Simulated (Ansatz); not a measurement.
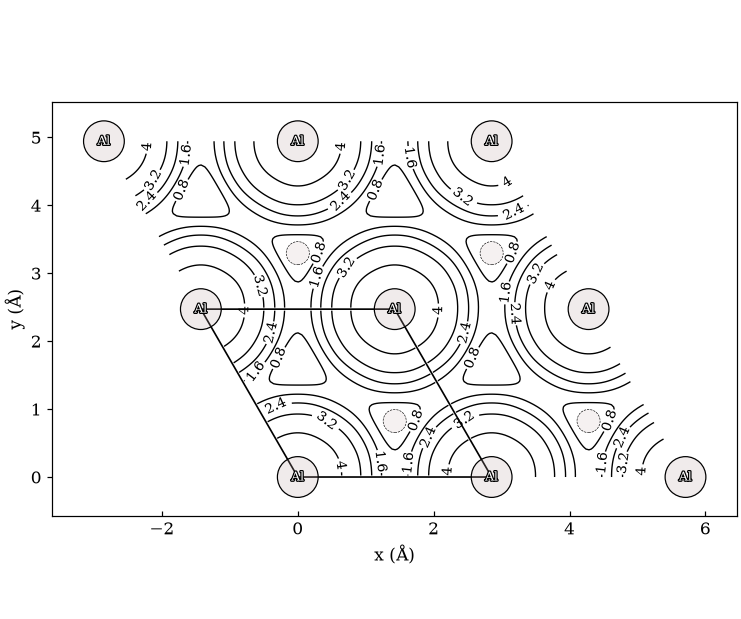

Energy landscape of O on an Al(001) slab cut from the P6_3/mmc phase, its upper half relaxed before the scan (9 atoms of substrate and one adsorbate in a 1 × 1 cell). O is moved over the surface cell; relaxed at each place: the height of the adsorbate's atoms; substrate rigid; the origin of the map has the adsorbate above Al9. Places are given modulo a cell vector. The map is drawn in real space over the plane of the surface. The scan uses a 6 × 6 grid; 10 points were computed and 26 follow by symmetry. Energies: eV, counted from the lowest grid point. With one adsorbate in each 1 × 1 cell, its nearest image is 2.9 Å away, so neighbouring adsorbates interact. Method: DFT PBE, scalar-relativistic, plane waves, PAW (Ansatz). Settings: cutoff 420 eV, k-mesh 9×9×1, gaussian smearing 0.1 eV, no spin polarisation.

In the figure: contour lines labelled in eV, labelled circles for the atoms of the top layer and small ones for the second layer, the outline of one cell of the 2 × 2 shown. Between grid points the surface is interpolated. 

Describe this landscape.

The lowest grid point is at a threefold hollow over a third-layer Al atom, (2/6, 4/6) of the cell vectors. There is a further well near a threefold hollow over a second-layer Al atom, (4/6, 2/6) of the cell vectors (0.16 eV above the lowest at that grid point). The highest grid point, the top site over a surface Al atom, (0/6, 0/6) of the cell vectors, lies 4.51 eV above the lowest. On the interpolated surface the easiest way out of the lowest well to the well at a threefold hollow over a second-layer Al atom, (4/6, 2/6) of the cell vectors passes a barrier of about 1.1 eV. At the lowest point the adsorbate has 3 Al at 1.80 Å as nearest neighbours, at the highest 1 Al at 1.68 Å. Its relaxed height above the top atom is 0.73 Å at the lowest and 1.68 Å at the highest point.

The values on the grid:

```tsv
second ↓, first →	0/6	1/6	2/6	3/6	4/6	5/6
5/6	4.26	3.57	1.40	1.40	3.57	4.26
4/6	3.10	1.40	0.00	1.40	3.10	3.59
3/6	1.08	1.40	1.40	1.08	1.47	1.47
2/6	3.10	3.57	3.10	1.47	0.16	1.47
1/6	4.26	4.26	3.59	1.47	1.47	3.59
0/6	4.51	4.26	3.10	1.08	3.10	4.26
```

The input of one point:

```yaml
crystal:
  lattice:
    - [2.8535431553, 0.0, 0.0]
    - [-1.4267715777, 2.4712408633, 0.0]
    - [0.0, 0.0, 34.2605581409]
  atoms:
    - { symbol: Al, position: [0.3333333333, 0.6666666667, 0.1167523303] }
    - { symbol: Al, position: [0.0, 0.0, 0.1852090272] }
    - { symbol: Al, position: [0.6666666667, 0.3333333333, 0.2536657241] }
    - { symbol: Al, position: [0.0, 0.0, 0.322122421] }
    - { symbol: Al, position: [0.3333333333, 0.6666666667, 0.389985841] }
    - { symbol: Al, position: [0.0, 0.0, 0.4578168561] }
    - { symbol: Al, position: [0.6666666667, 0.3333333333, 0.5268325031] }
    - { symbol: Al, position: [0.0, 0.0, 0.5950901736] }
    - { symbol: Al, position: [0.3333333333, 0.6666666667, 0.6643370504] }
    - { symbol: O, position: [0.6666666667, 1.3333333333, 0.6807996876] }
basis:
  ecutwfc: 420
kpoints:
  mp_grid: { grid: [9, 9, 1] }
hamiltonian:
  xc: pbe
  pseudopotentials: { kind: paw, azcp: { folder: soft_1 } }
scf:
  occupations: { method: gaussian, width: 0.1 }
output:
  forces: true
  eigenvalues: true
relax:
  adjacent_minimum: "off"
  f_tol: 0.025
  max_steps: 16
  constraints: [{ sites: [0, 1, 2, 3, 4, 5, 6, 7, 8] }, { sites: [9], fix: xy }]
efield:
  axis: 3
  dipole_correction: true
  ramp_width: 0.04
```

Each point was launched as `ansatz run input.yaml --threads 1 --pin off --max-ram 3072MiB --backend cpu --events-out ev --progress --plain --runs-dir out`. The whole map (10 points run) took 17 min on 1 thread of Arm Neoverse V2, on a shared host.
